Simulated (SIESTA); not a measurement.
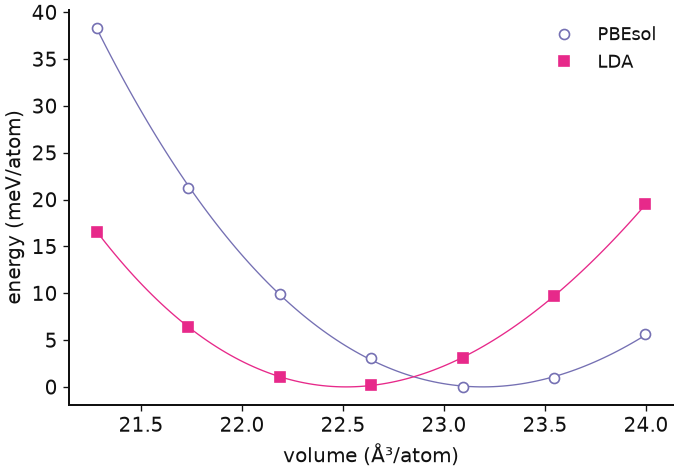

The picture above shows the energy against volume, with one curve for each functional, for Ge (space group Fd-3m).

Calculation (SIESTA 5.4.2): DFT in numerical atomic orbitals with pseudopotentials, no spin polarisation; energies at scaled volumes of the given cell, shape and fractions fixed, counted from the fit's minimum, third-order Birch-Murnaghan fit. All runs: no spin polarisation.

k mesh 8×8×8; occupations Fermi–Dirac; smearing width 0.05 eV; potentials PseudoDojo 0.4 standard, converted to PSML, two zetas on semicore shells.

Order the curves by fitted equilibrium volume, smallest first.

Answer. LDA 22.515, PBEsol 23.192 Å³/atom.

Order the curves by fitted bulk modulus, smallest first.

Answer. PBEsol 67.2, LDA 71.3 GPa.

Caveats: mulliken charges of long orbitals.
